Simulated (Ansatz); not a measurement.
Cell and atoms:

```cif
data_structure
_symmetry_space_group_name_H-M 'P 1'
_symmetry_Int_Tables_number 1
_cell_length_a 4.9876
_cell_length_b 5.2580
_cell_length_c 5.2580
_cell_angle_alpha 120.000
_cell_angle_beta 90.000
_cell_angle_gamma 90.000
_cell_volume 119.42
loop_
_atom_site_label
_atom_site_type_symbol
_atom_site_fract_x
_atom_site_fract_y
_atom_site_fract_z
_atom_site_occupancy
Si1 Si 0.00000 0.00000 0.00000 1
Si2 Si 0.46898 0.94167 0.97656 1
Si3 Si 0.91862 0.39661 0.98571 1
Si4 Si 0.45831 0.40707 0.96532 1
Si5 Si 0.95460 0.88694 0.46447 1
Si6 Si 0.42008 0.92407 0.51107 1
Si7 Si 0.93517 0.40921 0.52663 1
Si8 Si 0.48481 0.36387 0.41533 1
```

Question: Give a crystallographic description of this input.

Answer: The element is silicon. The structure is triclinic, space group P1. The cell holds eight atoms.

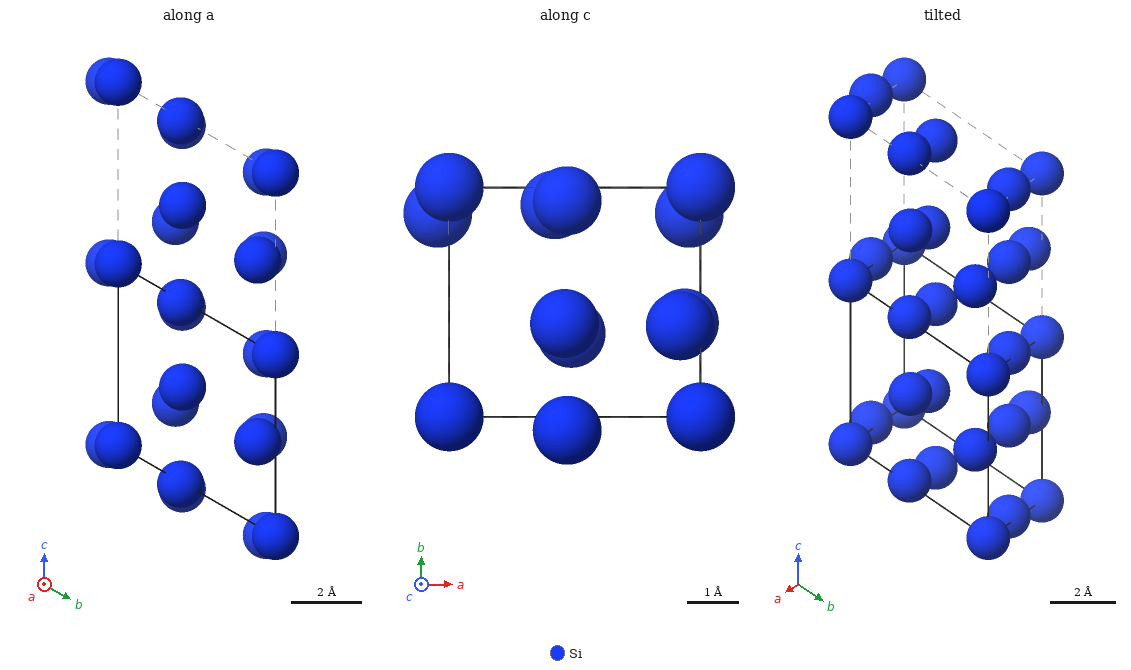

Spheres-only drawing of the structure, looking along the a axis, along the c axis and slightly off an axis. Shown are 1×1×2 repeats of the unit cell, one of them outlined in solid lines. Colours: silicon blue.

Starting structure: a structure listed in the Materials Project. The cell was then strained or its atoms displaced on purpose. It was run through Ansatz as a DFT input.

At this level of theory the run's own cell isn't at rest (compressed, at 8 GPa and forces up to 3.1 eV/Å), so its distances can differ from those at equilibrium, the more so the softer the solid.
